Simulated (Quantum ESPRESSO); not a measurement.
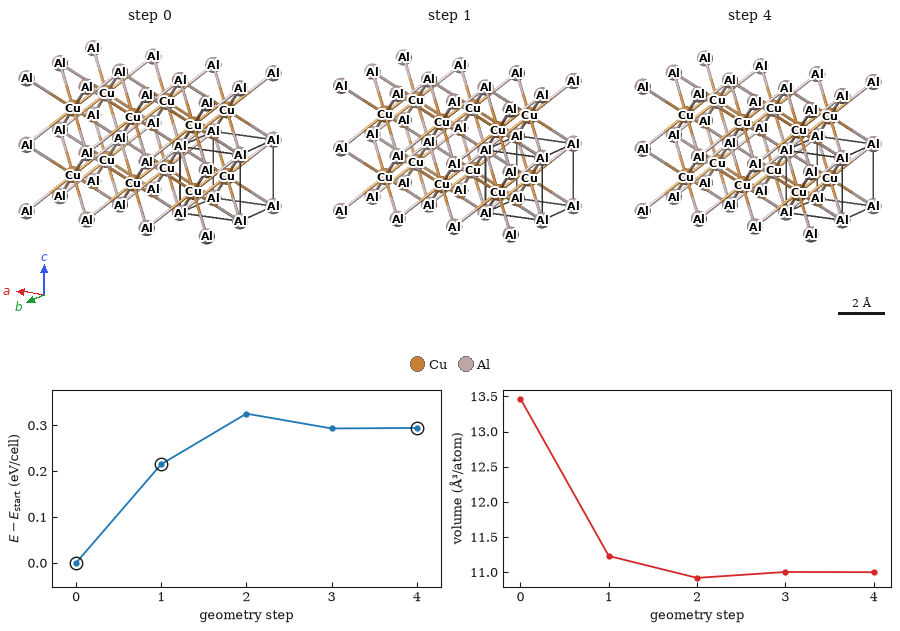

Frames of a relaxation of a crystal of AlCu (set up in Pm-3m), marked on the history of the run. Style: ball-and-stick. Shown: the cell of the calculation, repeated 3 × 2 × 2 with one cell outlined, from a free direction.

The run lets cell and atoms move.

These are results of Quantum ESPRESSO 7.5, Kohn-Sham DFT of a periodic cell, PBEsol, GBRV 1.5 PBEsol, not measurements.

Input file:
```
&CONTROL
  calculation = 'vc-relax'
  prefix = 'pwscf'
  outdir = './tmp'
  pseudo_dir = './pseudo'
  tprnfor = .true.
  tstress = .true.
  disk_io = 'low'
  nstep = 40
  forc_conv_thr = 0.0004
  etot_conv_thr = 1d-05
/
&SYSTEM
  ibrav = 0
  nat = 2
  ntyp = 2
  ecutwfc = 64
  ecutrho = 515
  nbnd = 18
  occupations = 'smearing'
  smearing = 'fd'
  degauss = 0.00367493
/
&ELECTRONS
  conv_thr = 4d-10
  electron_maxstep = 120
  mixing_beta = 0.5
/
&IONS
  ion_dynamics = 'bfgs'
/
&CELL
  cell_dynamics = 'bfgs'
  press = 300
  press_conv_thr = 0.3
/
ATOMIC_SPECIES
Cu    63.5460 cu_pbesol_v1.2.uspp.F.UPF
Al    26.9815 al_pbesol_v1.uspp.F.UPF
CELL_PARAMETERS bohr
   5.6644710661    0.0000000000    0.0000000000
   0.0000000000    5.6644710661    0.0000000000
   0.0000000000    0.0000000000    5.6644710661
ATOMIC_POSITIONS bohr
Cu     2.8322355331    2.8322355331    2.8322355331
Al     0.0000000000    0.0000000000    0.0000000000
K_POINTS automatic
9 9 9 0 0 0
```

Run as
```bash
OMP_NUM_THREADS=1 mpirun -n 2 pw.x -nk 2 -in pw.in > pw.out
```

> Describe the path.

The energy rises by 0.294 eV per cell of the calculation in 4 geometry steps. With the target pressure of 30 GPa, the enthalpy E + pV changes by −0.629 eV per cell of the calculation. All forces vanish by symmetry, so only the cell relaxes. Pressure: −4.56 GPa at the start and 30.01 GPa at the end. No atom moves by more than 0.005 Å relative to the cell. Cell: a = b = c 2.998 → 2.802 Å (−6.5 %). Volume −18.3 %. Near-neighbour distances that change, for instance: Al–Cu 2.596 → 2.427 Å. The space group stays Pm-3m (No. 221). From step 0 to 1: volume −16.6 %, energy +0.215 eV per cell of the calculation. From step 1 to 4: volume −2.1 %, energy +79.0 meV per cell of the calculation.

```
step  E − E(0), meV/atom  pressure, GPa  volume, Å³/atom
   0                0.00          -4.56           13.466
   1              107.66          24.92           11.231
   2              162.75          31.92           10.919
   3              146.60          29.93           11.003
   4              147.14          30.01           11.000
```
